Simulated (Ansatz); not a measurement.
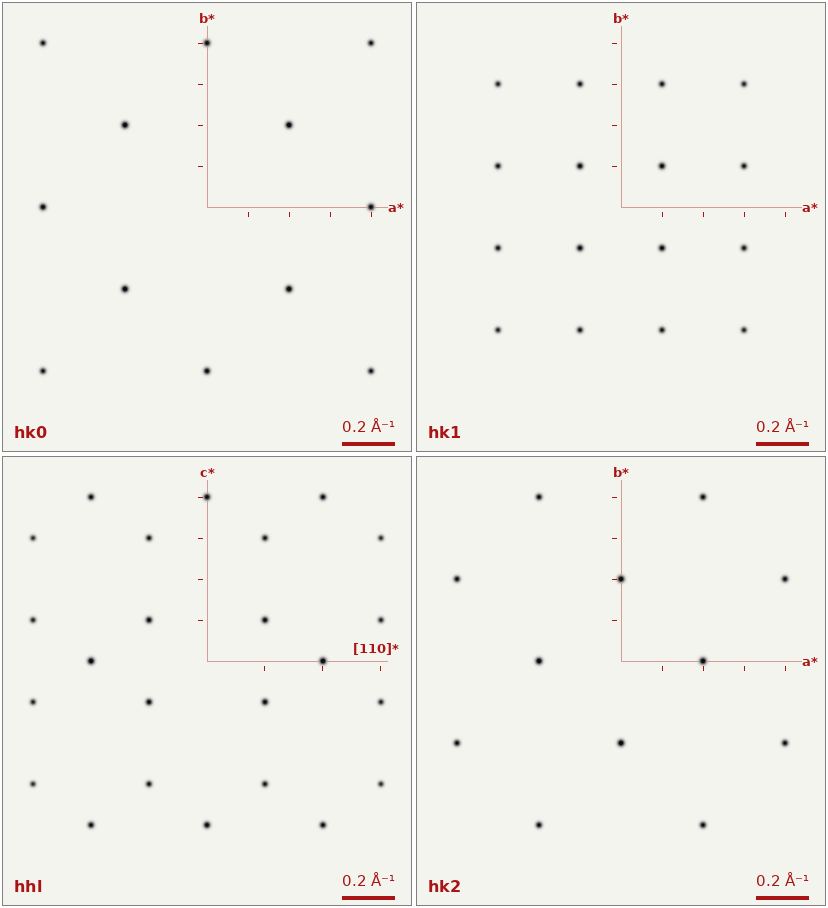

Four undistorted layers of reciprocal space, calculated for a single crystal (X-rays, kinematic |F|², B = 0.5 Å²). Tick marks count the reciprocal lattice steps of the conventional cell along each axis.

Q: Read the reciprocal cell and give the direct cell.

A: a* = 0.160, b* = 0.160, c* = 0.160 Å⁻¹; the cell is cubic with a = 6.26 Å.

Q: List the systematic absences.

A: Reflections are present only under these conditions. hkl: h + k = 2n, h + l = 2n; hk0: h = 2n, h + k = 4n; hhl: h + l = 2n; h00: h = 4n. The lattice is face-centred (F). Further gaps, such as 2 2 2, 4 4 2, come from atoms on special positions, not from the group's general conditions.

Q: Which space groups fit?

A: The intensities have Laue symmetry m-3m (the hk0 layer shows 4mm, hk1 shows 4mm). With these conditions only Fd-3m (No. 227) fits. The compound is As. Structure: coordinates from a relaxation with Ansatz, DFT, BLYP, plane waves (420 eV) with PAW, scalar-relativistic; the starting structure was generated, so it need not be a known form of this composition.
